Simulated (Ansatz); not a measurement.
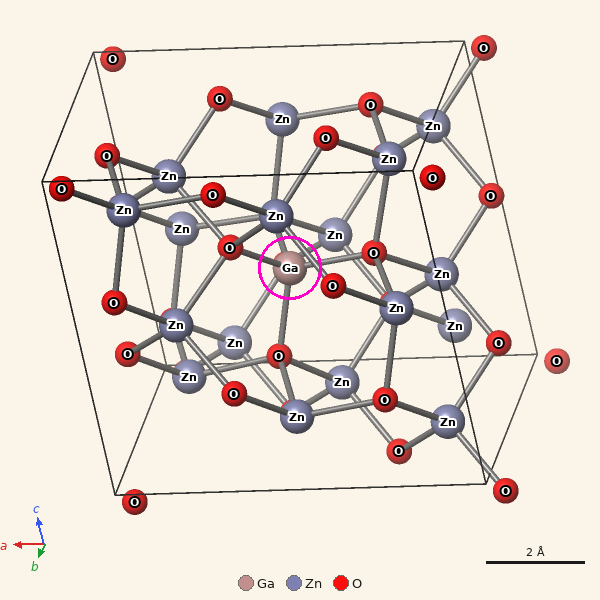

Ball-and-stick drawing of the structure, looking from a general direction. Thin lines show the supercell, with boundary atoms drawn in all their periodic places. The host is ZnO, in a cell of 36 sites, and the cell carries a charge of +1. A ring marks the defect's site.

### What defect is present?

Gallium on a zinc site (a substitutional impurity). It is bonded to four O in a tetrahedral arrangement at about 1.9 Å.

The atoms were relaxed in the host's cell with Ansatz 0.2.0, DFT PBEsol, scalar-relativistic, plane waves, PAW.
